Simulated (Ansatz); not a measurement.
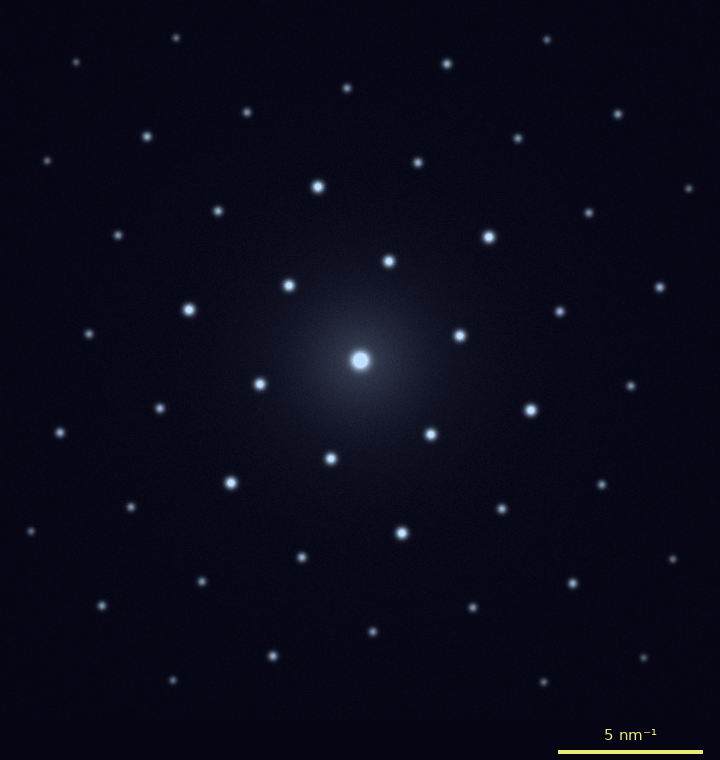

Kinematic zone-axis pattern, calculated for 80 keV electrons with B = 0.8 Å².

Phase: HfO₂, space group P-3m1 (No. 164), a = 3.22 Å, c = 5.04 Å (hexagonal axes). Structure: the end point of a relaxation with DFT PBEsol, scalar-relativistic, plane waves, PAW (Ansatz); the starting structure was generated, so it need not be a known form of this composition.

Question: Which low-index zone axis gives this pattern?

Answer: The spots form a hexagonal net with both shortest vectors at d = 2.79 Å, 60.0° apart. They index as 1 -1 0 and 1 0 0, so the zone axis is [001].

Question: List the strongest reflections.

Answer: Strongest reflections with d > 0.86 Å, one of each family (|F|² from tabulated Gaussian fits of the electron scattering factors, times a small damping for the curvature of the Ewald sphere):

| hkl | d (Å) | I (strongest = 100) |
| --- | --- | --- |
| 2 -1 0 | 1.610 | 100 |
| 1 0 0 | 2.788 | 83 |
| 2 0 0 | 1.394 | 22 |
| 3 0 0 | 0.929 | 21 |
| 3 -1 0 | 1.054 | 11 |
